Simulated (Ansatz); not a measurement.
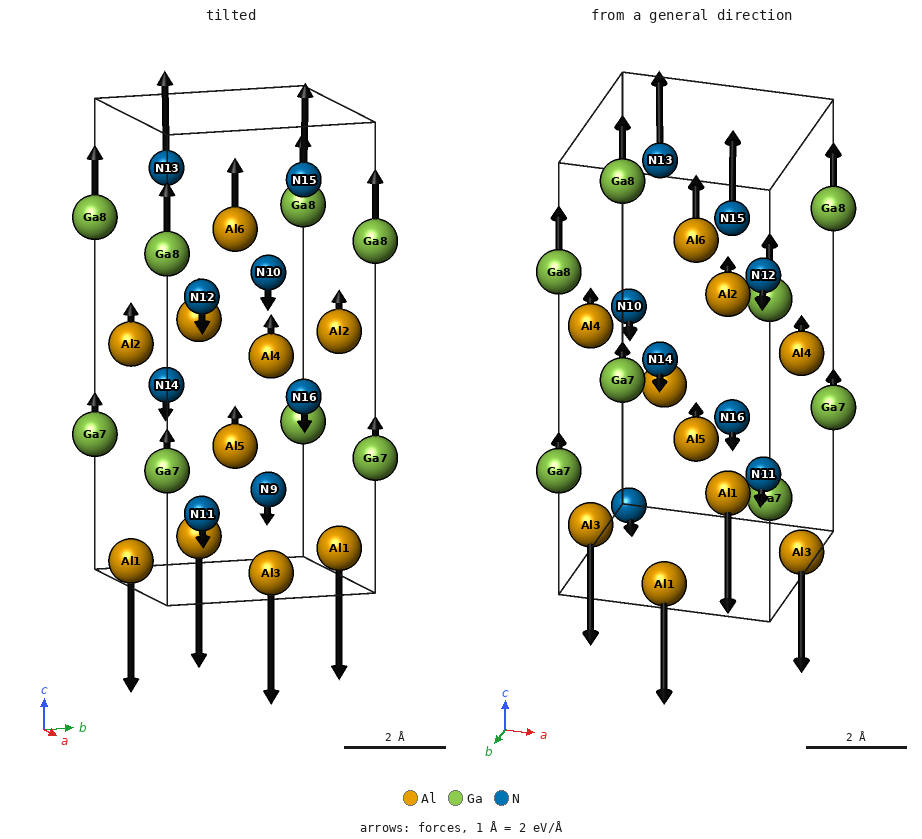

Spheres-only model, viewed slightly off an axis and from a general direction. The edges of the simulation cell are marked. The arrows are the computed forces on the atoms.

System: Al3GaN4. Method used: Ansatz, DFT PBEsol, scalar-relativistic, plane waves, PAW. It ran with wavefunction cutoff 420 eV, k-grid 5×5×3, Gaussian smearing of 0.05 eV, no spin polarisation.

### Would an optimiser stop at this geometry?

No. The atoms still feel forces of up to about 4.5 eV/Å, far above a usual threshold of 0.01 to 0.03 eV/Å.

### Find the atom with the largest force.

Al1 and Al3, about 4.5 eV/Å.

The initial geometry was a structure listed in the Materials Project. The cell was then strained or its atoms displaced on purpose. It went into a calculation with Ansatz.
